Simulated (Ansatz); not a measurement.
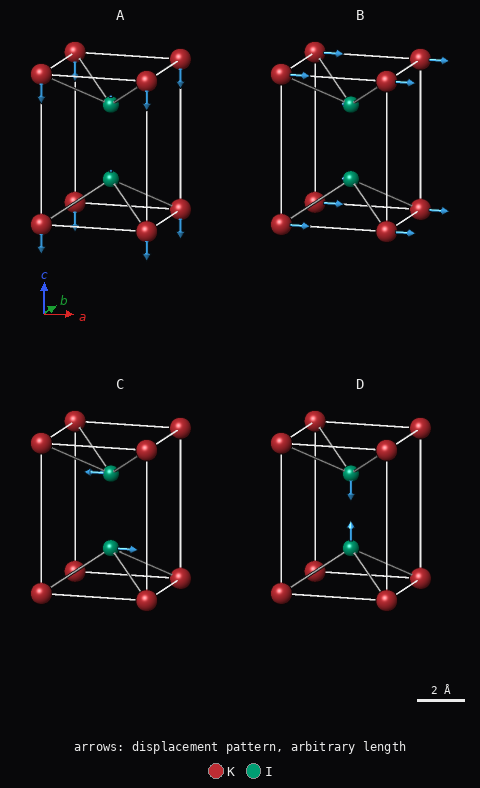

Four optical modes of solid KI₂ (a generated structure) at the zone centre, in no order (one member of each degenerate set). The blue arrows give the relative displacements of the atoms. Style: ball-and-stick. Shown: the cell of the calculation, slightly off an axis.

Level of theory: DFT PBE, scalar-relativistic, plane waves, PAW (Ansatz 0.2.0). (plane-wave cutoff 420 eV; k-point mesh 10 × 10 × 8; occupations fermi dirac; smearing width 0.15 eV; no spin polarisation)

The frequencies depend somewhat on the k-mesh and the smearing.

Rank the modes by frequency, softest first.

Answer. C (55 cm⁻¹), A (67 cm⁻¹), B (79 cm⁻¹), D (127 cm⁻¹). C, E_g: The K atoms stay at rest; all motion is along a; atoms of one kind move against one another, with no net shift of their sublattice. A, A₂u: The K sublattice moves against the I sublattice, along c; the kinetic energy is shared as K 87 %, I 13 %. B, E_u: The K sublattice moves against the I sublattice, along a; the kinetic energy is shared as K 87 %, I 13 %. D, A₁g: The K atoms stay at rest; all motion is along c; atoms of one kind move against one another, with no net shift of their sublattice. The crystal is metallic in this run.

Limits of the set-up: an odd number of electrons was run without spin polarisation, which fails if the electron would localise.
